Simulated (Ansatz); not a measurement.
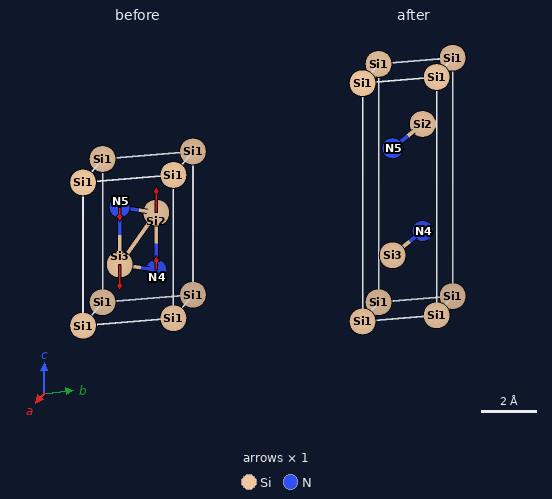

The structure of a crystal of Si3N2 (built on the A-type sesquioxide_164 type) (coarse preliminary run) before (left) and after (right) a relaxation, at one scale. The red arrows give the displacements (the part carried along by the change of the cell is left out), at their true length.

The picture is a ball-and-stick view of the cell of the calculation, seen slightly off an axis.

Case: anti-A-type sesquioxide type (P-3m1, No. 164).

Level of theory: DFT PBE, scalar-relativistic, plane waves, PAW in Ansatz.

Input
```yaml
crystal:
  lattice:
    - [3.4939161274, 0.0, 0.0]
    - [-1.7469580637, 3.025820125, 0.0]
    - [0.0, 0.0, 5.4359659546]
  atoms:
    - { symbol: Si, position: [0.0, 0.0, 0.0] }
    - { symbol: Si, position: [0.3333333333, 0.6666666667, 0.645] }
    - { symbol: Si, position: [0.6666666667, 0.3333333333, 0.355] }
    - { symbol: "N", position: [0.3333333333, 0.6666666667, 0.245] }
    - { symbol: "N", position: [0.6666666667, 0.3333333333, 0.755] }
basis:
  ecutwfc: 420
kpoints:
  mp_grid: { grid: [6, 6, 4] }
hamiltonian:
  xc: pbe
scf:
  occupations: { method: gaussian, width: 0.1 }
  lower_state_search: "off"
output:
  forces: true
  stress: true
  eigenvalues: true
relax:
  adjacent_minimum: "off"
  f_tol: 0.04
  max_steps: 70
  cell: { stress_tol: 0.4 }
```

Command:
```bash
ansatz run input.yaml --threads 1 --pin off --max-ram 2560MiB --backend cpu --events-out ev --progress --plain --runs-dir out
```

Describe what moved and what it gained.

Answer. The energy falls by 7.626 eV per cell of the calculation in 23 accepted moves (28 points after the start). Largest force component: 0.99 eV/Å at the start, 0.013 eV/Å at the end. The pressure goes from 11.91 to 0.04 GPa. The line search rejected the trial steps at points 12, 15 of the run. At 3 points the geometry stayed and the basis and grid were re-selected for the new cell (energy shift of 0.542 eV per cell of the calculation at most each time). The largest moves relative to the cell, 1.02 Å, are those of Si2 and Si3. Si2 goes along +c. Largest moves by element: Si 1.02 Å, N 0.58 Å. The volume changes by +11.7 %, with a = b 3.494 → 2.863 Å (−18.1 %), c 5.436 → 9.043 Å (+66.4 %). Near-neighbour distances that change, for instance: Si2–Si3 2.560 → 4.947 Å, Si2–N4 2.174 → 4.062 Å, Si1–N4 2.417 → 3.244 Å, Si1–Si1 3.494 → 2.863 Å. Bonds break: Si2–N4 (2.17 → 4.06 Å), Si2–Si3 (2.56 → 4.95 Å), Si3–N5 (2.17 → 4.06 Å). Bond angles that change, for instance: Si3–N4–Si3 112.3° → 109.0°, N4–Si3–N4 112.3° → 109.0°. The space group stays P-3m1 (No. 164).
